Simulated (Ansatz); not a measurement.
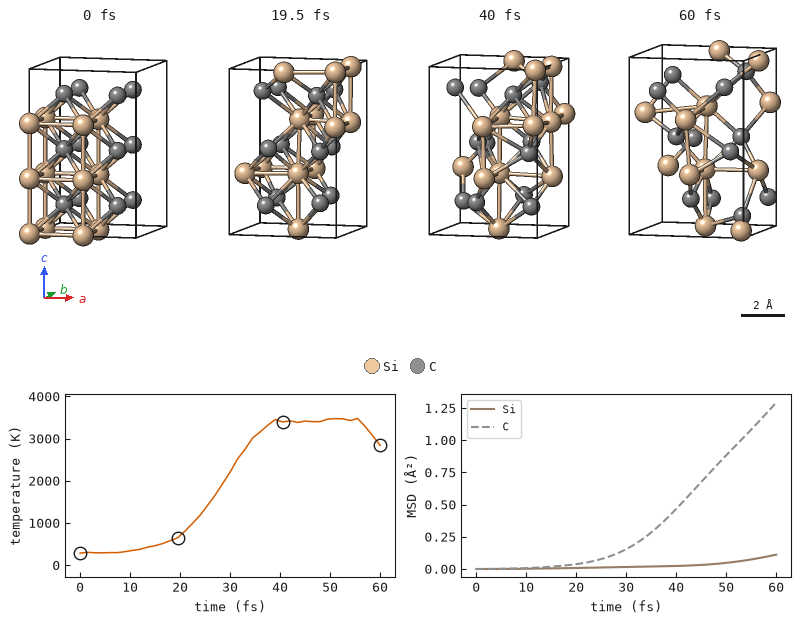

First-principles dynamics of a 24-atom cell of SiC (built on the CsCl type), 60 fs long. Frames and the history of the run. A ball-and-stick model of the simulation cell, seen slightly off an axis. Atoms that leave the cell re-enter on the other side. Bonds to atoms that aren't drawn are left out.

Method: DFT, r2SCAN, plane waves, PAW in Ansatz. Settings: plane-wave cutoff 500 eV; k-point mesh 4 × 4 × 2; Fermi-Dirac smearing 0.026 eV; Langevin thermostat and barostat (NPT); set temperature 300 K; time step 1.5 fs.

The input:
```yaml
crystal:
  lattice:
    - [5.240245732, 0.0, 0.0]
    - [0.0, 5.240245732, 0.0]
    - [0.0, 0.0, 7.860368598]
  atoms:
    - { symbol: Si, position: [0.0, 0.0, 0.0] }
    - { symbol: C, position: [0.25, 0.25, 0.1666666667] }
    - { symbol: Si, position: [0.0, 0.0, 0.3333333333] }
    - { symbol: C, position: [0.25, 0.25, 0.5] }
    - { symbol: Si, position: [0.0, 0.0, 0.6666666667] }
    - { symbol: C, position: [0.25, 0.25, 0.8333333333] }
    - { symbol: Si, position: [0.0, 0.5, 0.0] }
    - { symbol: C, position: [0.25, 0.75, 0.1666666667] }
    - { symbol: Si, position: [0.0, 0.5, 0.3333333333] }
    - { symbol: C, position: [0.25, 0.75, 0.5] }
    - { symbol: Si, position: [0.0, 0.5, 0.6666666667] }
    - { symbol: C, position: [0.25, 0.75, 0.8333333333] }
    - { symbol: Si, position: [0.5, 0.0, 0.0] }
    - { symbol: C, position: [0.75, 0.25, 0.1666666667] }
    - { symbol: Si, position: [0.5, 0.0, 0.3333333333] }
    - { symbol: C, position: [0.75, 0.25, 0.5] }
    - { symbol: Si, position: [0.5, 0.0, 0.6666666667] }
    - { symbol: C, position: [0.75, 0.25, 0.8333333333] }
    - { symbol: Si, position: [0.5, 0.5, 0.0] }
    - { symbol: C, position: [0.75, 0.75, 0.1666666667] }
    - { symbol: Si, position: [0.5, 0.5, 0.3333333333] }
    - { symbol: C, position: [0.75, 0.75, 0.5] }
    - { symbol: Si, position: [0.5, 0.5, 0.6666666667] }
    - { symbol: C, position: [0.75, 0.75, 0.8333333333] }
kpoints:
  mp_grid: { grid: [4, 4, 2] }
hamiltonian:
  xc: r2scan
scf:
  occupations: { method: fermi_dirac, width: 0.026 }
md:
  ensemble: npt_langevin
  temperature: 300
  timestep: 1.5
  n_steps: 40
  initial_velocities: maxwell_boltzmann
  seed: 3343
```

Launched with:
```bash
ansatz run input.yaml --threads 4 --pin off --max-ram 3686MiB --backend cpu --events-out ev --progress --plain --runs-dir out
```

**What do the frames and curves show?**

Root-mean-square distances from the starting positions over the second half, with the common drift of all atoms taken out: C 0.83 Å, Si 0.21 Å. The run lasts only 60 fs, too short to tell vibration from diffusion. The mean temperature in the second half is 3208 K (standard deviation 346 K). That is above the set 300 K, because the structure releases potential energy faster than the thermostat removes it. The potential energy is still drifting at the end, so the run hasn't reached equilibrium. The potential energy in the second half lies on average 560 meV per atom below the first frame. The mean pressure there is 9.4 GPa. The volume ends +22.5 % from the start.

Limits of the set-up: the k-point mesh is coarse for a cell with partly filled bands.

The run took 5.1 min on 4 threads of AMD EPYC 9R14 (Zen 4), on a shared host, peak memory 1.6 GiB.
